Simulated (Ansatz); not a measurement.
## Electronic structure of Si₆C₅ (distorted or defective cell) in real space

Input

```
crystal:
  lattice:
    - [0.0, 0.0, 5.0742922929]
    - [4.6379047741, -2.6776955698, 0.0]
    - [0.0, 5.3553911397, 0.0]
  atoms:
    - { symbol: Si, position: [0.4995817072, 0.0, 0.3333333333] }
    - { symbol: Si, position: [0.4995817072, 0.6666666667, 0.6666666667] }
    - { symbol: Si, position: [0.4995817072, 0.3333333333, 1.0] }
    - { symbol: Si, position: [0.9995817072, 0.3333333333, 0.3333333333] }
    - { symbol: Si, position: [0.9995817072, 0.0, 0.6666666667] }
    - { symbol: Si, position: [0.9995817072, 0.6666666667, 1.0] }
    - { symbol: C, position: [0.8754182928, 0.6666666667, 0.6666666667] }
    - { symbol: C, position: [0.8754182928, 0.3333333333, 1.0] }
    - { symbol: C, position: [0.3754182928, 0.3333333333, 0.3333333333] }
    - { symbol: C, position: [0.3754182928, 0.0, 0.6666666667] }
    - { symbol: C, position: [0.3754182928, 0.6666666667, 1.0] }
  host:
    lattice:
      - [3.0919365161, 0.0, 0.0]
      - [-1.545968258, 2.6776955698, 0.0]
      - [0.0, 0.0, 5.0742922929]
    atoms:
      - { symbol: Si, position: [0.3333333333, 0.6666666667, 0.4995817072] }
      - { symbol: Si, position: [0.6666666667, 0.3333333333, 0.9995817072] }
      - { symbol: C, position: [0.3333333333, 0.6666666667, 0.8754182928] }
      - { symbol: C, position: [0.6666666667, 0.3333333333, 0.3754182928] }
basis:
  ecutwfc: 420
  xc_grid: 2
kpoints:
  mp_grid: { grid: [2, 2, 2], shift: [0.0, 0.0, 0.0] }
hamiltonian:
  xc: pbe
scf:
  occupations: { method: gaussian, width: 0.01 }
output:
  forces: true
  stress: false
  eigenvalues: true
  charged_corrections:
    defect_position: [0.87541829, 0.0, 0.33333333]
    epsilon: [[10.2134, 0.0, 0.0], [0.0, 10.2134, 0.0], [0.0, 0.0, 11.3836]]
  write_density: true
  write_potential: true
  elf: true
  volumetric_format: npy
relax:
  adjacent_minimum: "off"
  f_tol: 0.025
  max_steps: 45
```

Run with:

```sh
ansatz run input.yaml --threads 4 --pin off --max-ram 8192MiB --backend cpu --events-out ev --progress --plain --runs-dir out
```

The fields are those of the relaxed geometry.

Level of theory: DFT PBE, scalar-relativistic, plane waves, PAW (Ansatz 0.2.0).

Core electrons are frozen (PAW), and the valence fields are smoothed inside the atomic spheres.

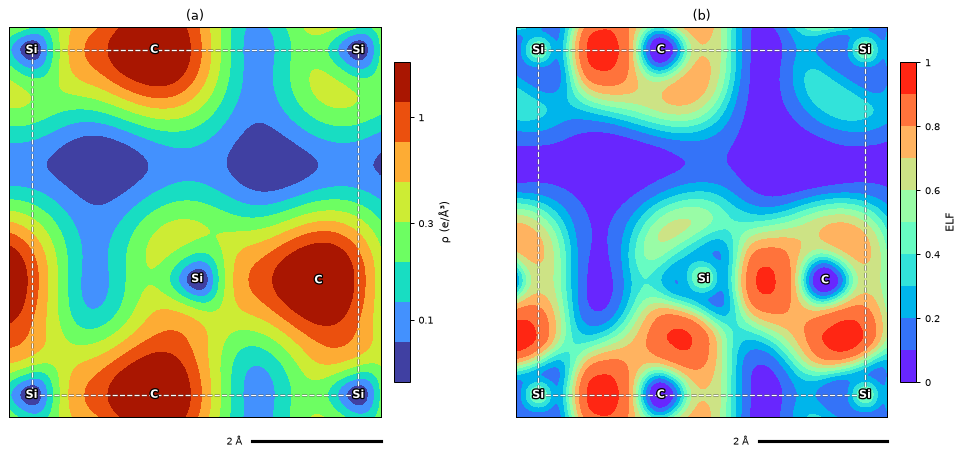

Figure 1. (a) valence pseudo-density; (b) electron localisation function on the (010) plane of the calculation cell.

### Interpret the plot.

The section cuts through Si and C sites.
Si–C (1.88 Å): ρ is about 0.88 e/Å³ halfway; the ELF peaks at about 0.90 between the atoms.
Between the atoms the lowest density in this plane is 0.05 e/Å³.

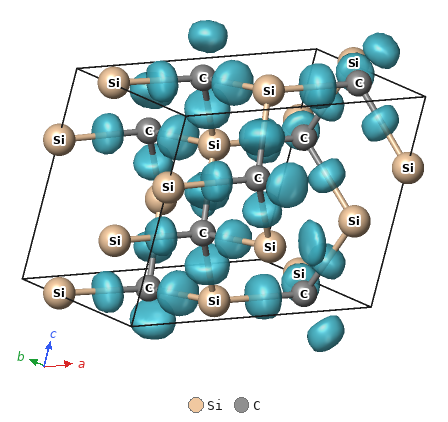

Figure 2. Isosurface of the electron localisation function at 0.85 (cyan), seen slightly off an axis. Only the valence region is drawn (cores and ρ < 0.01 e/Å³ removed). Sticks mark near contacts.

### What do the ELF domains correspond to?

The ELF exceeds this value in 20 regions between bonded C–Si atoms and one lobe on Si, pointing away from the bonds (lone pairs), counted in one cell of 11 atoms. Regions shared between cells count once.

### Does the calculation give a band gap?

It is metallic or semimetallic at this level of theory: no gap opens.
